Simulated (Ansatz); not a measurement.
# CoO: what the fields show

Input file:

```
crystal:
  lattice:
    - [3.1976457435, 0.0, 0.0]
    - [-1.5988228718, 2.7692424462, 0.0]
    - [0.0, 0.0, 5.22870971]
  atoms:
    - { symbol: Co, position: [0.3333333333, 0.6666666667, 0.50336241], spin: 2.0 }
    - { symbol: Co, position: [0.0, 0.0, 0.00347414], spin: 2.0 }
    - { symbol: O, position: [0.3333333333, 0.6666666667, 0.8715556] }
    - { symbol: O, position: [0.0, 0.0, 0.37160885] }
hamiltonian:
  xc: pbe
  pseudopotentials: { kind: paw }
magnetization:
  spin_polarized: true
  initial_magnetization: 4.0
  spin_locking: { lock_magnetization: hard }
kpoints:
  mp_grid: { grid: [8, 8, 5] }
scf:
  occupations: { method: fermi_dirac, width: 0.05 }
  lower_state_search: "off"
output:
  forces: true
  stress: true
  eigenvalues: true
  write_density: true
  write_potential: true
  elf: true
  volumetric_format: npy
```

Launched as:

```sh
ansatz run input.yaml --threads 2 --pin off --max-ram 5632MiB --backend cpu --events-out ev --progress --plain --runs-dir out
```

Below, planes, directions and counts refer to the conventional cell (a = 3.20 Å, b = 3.20 Å, c = 5.23 Å, α = 90.00°, β = 90.00°, γ = 120.00°).

Space group P6₃mc; a structure from a database of computed crystals, not necessarily the ambient phase; not relaxed (largest force 0.3 eV/Å); computed pressure about −8 GPa in this cell; spin-polarised.

All numbers below come from Kohn-Sham DFT of a periodic cell, PBE, Ansatz PAW (Ansatz).

In a PAW calculation such maps are meaningful between the atoms, not at the nuclei.

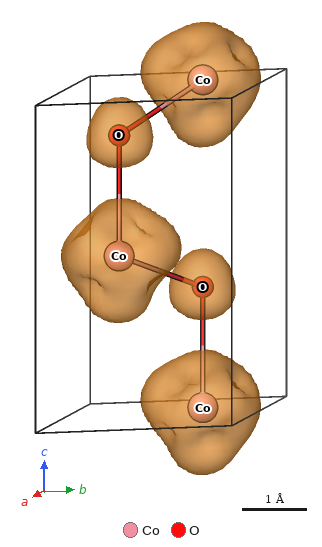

Figure 1. Isosurfaces of the spin density at +0.08 (orange) and −0.08 e/Å³ (purple), seen slightly off an axis. Sticks mark near contacts.

Which atoms carry the moments, and with what signs?

Answer. The spin density sits on Co: +1.7 μB (×2) in one cell of 4 atoms, with smaller moments on other sites: O (up to +0.15 μB): parallel moments (a ferromagnetic arrangement) in this solution. The cell of the calculation (4 atoms) carries 4.0 μB of net spin moment. Only one sign reaches the isovalue.

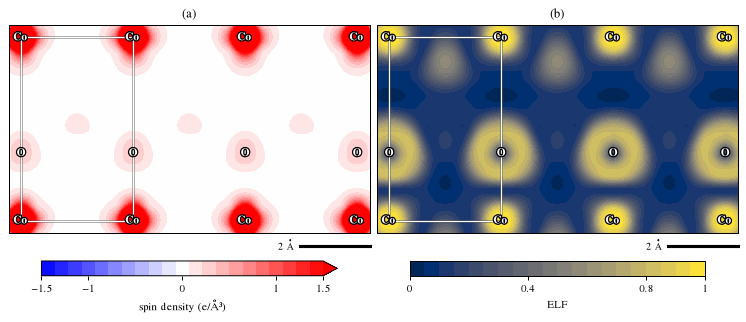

Figure 2. (a) spin density; (b) electron localisation function on the (100) plane of the conventional cell.

Interpret the plot.

Answer.
- The section cuts through Co and O sites.
- Atoms just off the plane (Co, 0.9 Å away and O, 0.9 Å away) can leave unmarked features too.
- Co–O (1.92 Å): the ELF peaks at about 0.85 in the valence shell of O, 0.6 Å from its nucleus, and is about 0.20 at the midpoint (no shared electron pair shows on this line).
- The features right at Co lie inside the PAW spheres, where the map follows smoothed inner orbitals and isn't to be read closely.

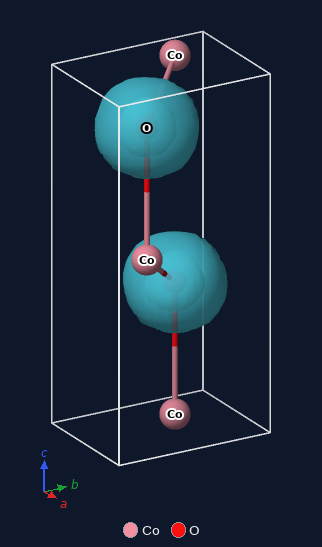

Figure 3. Isosurface of the electron localisation function at 0.75 (cyan), seen slightly off an axis. Only the valence region is drawn (cores and ρ < 0.01 e/Å³ removed). Sticks mark near contacts.

What do the ELF domains correspond to?

Answer. The ELF exceeds this value in two regions wrapped around O (the valence shell of each), counted in one cell of 4 atoms. Regions shared between cells count once.


 Co–O (1.97 Å): the ELF peaks at about 0.85 in the valence shell of O, 0.6 Å from its nucleus, and is about 0.20 at the midpoint; no localised pair shows between them.

Metal or insulator at this level of theory?

Answer. It is metallic or semimetallic at this level of theory: no gap opens; semilocal functionals without U, or without the true magnetic order, often close the gap of such compounds.
